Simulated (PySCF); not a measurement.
**doublet [CHF3]−: levels of theory compared**

Aim: a comparison of 6 runs (U-r2SCAN/def2-SVPD, U-revPBE/def2-SVPD, UM06-2X/def2-SVPD, UM06-L/def2-SVPD, UPBE/def2-SVPD, USVWN5/def2-SVPD) of doublet [CHF3]−. 

The results are computed with PySCF 2.14.0.

2 further runs of the same task are left out: 2 set aside as unsound or not needed.

### Step 1. The molecule

The species is [CHF3]− (5 atoms), meant as a doublet with charge -1. SMILES of the parent species: `FC(F)F`. The coordinates come from a PBE0-D4/def2-TZVP relaxation. That shape belongs to the parent species and isn't relaxed for this state.

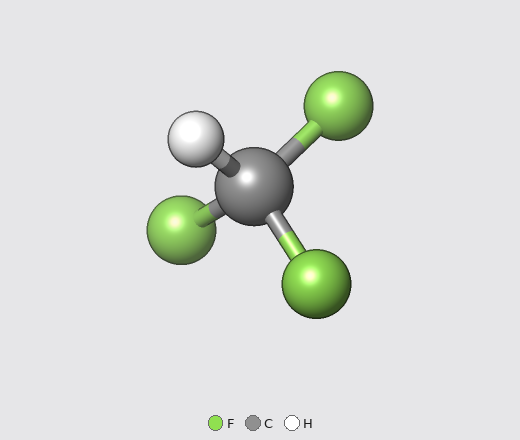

The structure, seen from a chosen angle (fluorine green, carbon grey, hydrogen white).

### Step 2. A single-point energy at U-r2SCAN/def2-SVPD (run 1)

Input file run.py:

```python
from pyscf import gto, dft

molecule = gto.Mole()
molecule.atom = '''
F     -0.668650    -0.329700     1.079190
C      0.019500     0.056360     0.006820
F      1.047350    -0.773770    -0.157470
F     -0.772570    -0.035090    -1.059420
H      0.374370     1.082210     0.130870
'''
molecule.charge = -1
molecule.spin = 1
molecule.max_memory = 1860
molecule.verbose = 4
molecule.basis = 'def2-svpd'
molecule.build()

mf = dft.UKS(molecule)
mf.xc = 'r2scan'
mf.conv_tol = 1e-10
mf.grids.level = 5
mf.kernel()
if not mf.converged:
    mf = mf.newton().run(mf.mo_coeff, mf.mo_occ)

e_final = mf.e_tot
print('E = %.10f Eh' % e_final)
```

The run is started by

```bash
OMP_NUM_THREADS=1 python run.py
```

What it wrote:

```text
PySCF version 2.14.0

[... 57 lines left out ...]
WARN: HOMO 0.0342637661658238 >= LUMO 0.0342637661658247
[... 46 lines left out ...]
converged SCF energy = -337.78344246934  <S^2> = 0.75037031  2S+1 = 2.0003703
E = -337.7834424693 Eh
```

It took 65 s on 1 thread of Arm Neoverse V1, shared host; peak memory 0.55 GiB.

### Step 3. The energy at U-revPBE/def2-SVPD (run 2)

Input file run.py:

```python
from pyscf import gto, dft

mol = gto.M(
    atom='''
F   -0.668650  -0.329700   1.079190
C    0.019500   0.056360   0.006820
F    1.047350  -0.773770  -0.157470
F   -0.772570  -0.035090  -1.059420
H    0.374370   1.082210   0.130870
''',
    max_memory=1860,
    charge=-1,
    basis='def2-svpd',
    verbose=3,
    spin=1,
)

mf = dft.UKS(mol)
mf.xc = 'revpbe'
mf.conv_tol = 1e-10
mf.grids.level = 5
mf.kernel()
if not mf.converged:
    mf = mf.newton().run(mf.mo_coeff, mf.mo_occ)

e_final = mf.e_tot
print('Final energy', e_final)
```

The run is started by

```bash
OMP_NUM_THREADS=1 python run.py
```

What it wrote:

```text
WARN: HOMO 0.00561404167599022 >= LUMO 0.00561404167599155

converged SCF energy = -337.827705240975  <S^2> = 0.75008835  2S+1 = 2.0000883
Final energy -337.8277052409752
```

Run time: 29 s. Hardware: 1 thread of Arm Neoverse V1, shared host; peak memory 0.51 GiB.

Runs 3 to 5 aren't shown in full; the table further down has their settings and results.

### Step 4. The energy at USVWN5/def2-SVPD (run 6)

Input file job.py:

```python
from pyscf import gto, dft

mol = gto.M(
    atom=[
    ('F', (-0.668650, -0.329700, 1.079190)),
    ('C', (0.019500, 0.056360, 0.006820)),
    ('F', (1.047350, -0.773770, -0.157470)),
    ('F', (-0.772570, -0.035090, -1.059420)),
    ('H', (0.374370, 1.082210, 0.130870)),
],
    max_memory=1860,
    charge=-1,
    basis='def2-svpd',
    spin=1,
    verbose=3,
)

mf = dft.UKS(mol, xc='svwn')
mf.conv_tol = 1e-10
mf.grids.level = 5
mf.kernel()
if not mf.converged:
    mf = mf.newton().run(mf.mo_coeff, mf.mo_occ)

etot = mf.e_tot
print('Final energy', etot)
```

The run is started by

```bash
OMP_NUM_THREADS=1 python job.py
```

What it wrote:

```text
converged SCF energy = -335.710992451725  <S^2> = 0.75018623  2S+1 = 2.0001862
Final energy -335.71099245172536
```

Run time: 17 s. Hardware: 1 thread of Arm Neoverse V1, shared host; peak memory 0.32 GiB.

### Step 5. All runs side by side

```csv
run,level,energy (Eh),HOMO energy (eV),LUMO energy (eV),⟨S²⟩,wall time
1,U-r2SCAN/def2-SVPD,-337.783442,3.59,4.60,0.750,65 s
2,U-revPBE/def2-SVPD,-337.827705,3.57,4.04,0.750,29 s
3,UM06-2X/def2-SVPD,-337.813836,2.75,2.94,0.752,71 s
4,UM06-L/def2-SVPD,-337.859288,3.99,5.69,0.752,80 s
5,UPBE/def2-SVPD,-337.615633,3.55,4.16,0.750,29 s
6,USVWN5/def2-SVPD,-335.710992,3.51,4.04,0.750,17 s
```

### Step 6. Outcome

| quantity | value |
| --- | --- |
| run 6: total energy | -335.71099 Eh |
| run 6: HOMO energy (highest over α and β) | 3.51 eV |
| run 6: LUMO energy (lowest over α and β) | 4.04 eV |
| run 6: ⟨S²⟩ | 0.750 |

In words: Totals of different functionals can't be ranked against each other. In runs 1, 2, 3, 4, 5, 6 the HOMO lies above zero, so the outermost electron may be held by the basis alone. All runs together took 4.8 min, the longest 80 s.
